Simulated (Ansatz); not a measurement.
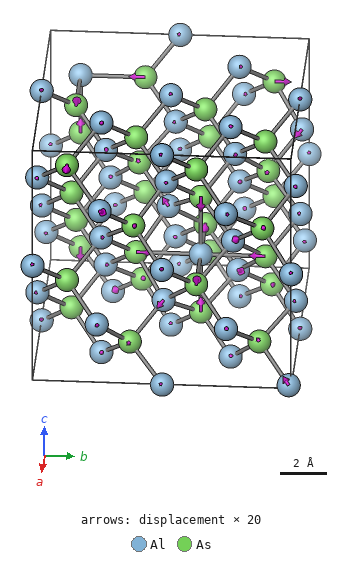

This is a relaxation of a defect cell of composition Al₁₇As₁₆ (cell charge +2). The starting structure is drawn; purple arrows show the displacements, magnified 20 times.

A ball-and-stick model of the conventional cell (2 times the calculation's cell), seen from a free direction. Lengths and directions refer to the drawn axes.

Case: Al interstitial, charge +2, atoms relaxed at the host's cell.

These are results of Ansatz, DFT PBE, scalar-relativistic, plane waves, PAW, not measurements.

The input:
```yaml
crystal:
  lattice:
    - [-5.7279123196, 5.7279123196, -5.7279123196]
    - [-5.7279123196, -5.7279123196, 5.7279123196]
    - [5.7279123196, 5.7279123196, 5.7279123196]
  atoms:
    - { symbol: Al, position: [0.7473622179, 0.7473622179, 0.4981591191] }
    - { symbol: Al, position: [0.5007969013, 0.0, 0.5026377821] }
    - { symbol: Al, position: [0.4992030987, 0.7518408809, 0.7492030987] }
    - { symbol: Al, position: [0.2684090723, 0.2684090723, 0.5184090723], spin: 0.091 }
    - { symbol: Al, position: [0.2526377821, 0.0, 0.7507969013] }
    - { symbol: Al, position: [0.2481591191, 0.7473622179, -0.0026377821] }
    - { symbol: Al, position: [0.0, 0.5007969013, 0.5026377821] }
    - { symbol: Al, position: [0.0, 0.2526377821, 0.7507969013] }
    - { symbol: Al, position: [0.0, 0.0, -0.0184090723], spin: 0.091 }
    - { symbol: Al, position: [0.0, 0.7315909277, 0.25], spin: 0.091 }
    - { symbol: Al, position: [0.7518408809, 0.4992030987, 0.7492030987] }
    - { symbol: Al, position: [0.7473622179, 0.2481591191, -0.0026377821] }
    - { symbol: Al, position: [0.7315909277, 0.0, 0.25], spin: 0.091 }
    - { symbol: Al, position: [0.4992030987, 0.4992030987, 0.0018408809] }
    - { symbol: Al, position: [0.5007969013, 0.2526377821, 0.25] }
    - { symbol: Al, position: [0.2526377821, 0.5007969013, 0.25] }
    - { symbol: As, position: [0.0, 0.0, 0.7375468216] }
    - { symbol: As, position: [0.75, 0.25, 0.75] }
    - { symbol: As, position: [0.7495867759, 0.0, -0.0004132241], spin: 0.091 }
    - { symbol: As, position: [0.5124531784, 0.5124531784, 0.7624531784] }
    - { symbol: As, position: [0.5, 0.25, 0.0] }
    - { symbol: As, position: [0.4875468216, 0.0, 0.25] }
    - { symbol: As, position: [0.25, 0.75, 0.75] }
    - { symbol: As, position: [0.25, 0.5, 0.0] }
    - { symbol: As, position: [0.2504132241, 0.2504132241, 0.25], spin: 0.091 }
    - { symbol: As, position: [0.2504132241, 0.0, 0.5004132241], spin: 0.091 }
    - { symbol: As, position: [0.0, 0.7495867759, -0.0004132241], spin: 0.091 }
    - { symbol: As, position: [0.0, 0.4875468216, 0.25] }
    - { symbol: As, position: [0.0, 0.2504132241, 0.5004132241], spin: 0.091 }
    - { symbol: As, position: [0.7495867759, 0.7495867759, 0.25], spin: 0.091 }
    - { symbol: As, position: [0.75, 0.5, 0.5] }
    - { symbol: As, position: [0.5, 0.75, 0.5] }
    - { symbol: Al, position: [0.0, 0.0, 0.25], spin: 0.091 }
  host:
    lattice:
      - [0.0, 2.8639561598, 2.8639561598]
      - [2.8639561598, 0.0, 2.8639561598]
      - [2.8639561598, 2.8639561598, 0.0]
    atoms:
      - { symbol: Al, position: [0.0, 0.0, 0.0] }
      - { symbol: As, position: [0.75, 0.75, 0.75] }
total_charge: 2
basis:
  ecutwfc: 420
  xc_grid: 2
kpoints:
  mp_grid: { grid: [2, 2, 2], shift: [0.5, 0.5, 0.5] }
hamiltonian:
  xc: pbe
scf:
  occupations: { method: gaussian, width: 0.01 }
output:
  forces: true
  stress: false
  eigenvalues: true
  populations: true
  charged_corrections:
    defect_position: [0.0, 0.0, 0.25]
    epsilon: [[11.5641, 0.0, 0.0], [0.0, 11.5641, 0.0], [0.0, 0.0, 11.5641]]
  write_density: true
  write_potential: true
  elf: true
  volumetric_format: npy
magnetization:
  spin_polarized: true
relax:
  adjacent_minimum: "off"
  f_tol: 0.025
  max_steps: 45
```

Launched with:
```bash
ansatz run input.yaml --threads 4 --pin off --max-ram 10240MiB --backend cpu --events-out ev --progress --plain --runs-dir out
```

Q: What happened in the run?

A: The largest moves, 0.039 Å, are those of As19, As25, As26, As27, As29 and As30. As30 goes along +c. By element the largest moves are As 0.039 Å, Al 0.027 Å. The cell stays as it was. Near-neighbour distances that change, for instance: As19–Al33 2.869 → 2.829 Å, Al11–As27 2.477 → 2.497 Å, Al10–As28 2.421 → 2.407 Å, Al11–As20 2.466 → 2.455 Å. Bond angles that change, for instance: Al4–As29–Al13 117.0° → 119.7°. The energy falls by 42.6 meV per cell of the calculation in 1 accepted move (2 points after the start). Largest force component: 0.31 eV/Å at the start, 0.023 eV/Å at the end. 1 step only repeated the SCF at the same geometry.

Limits of the set-up: the cell is charged, on a uniform background, and energies carry no finite-size correction.
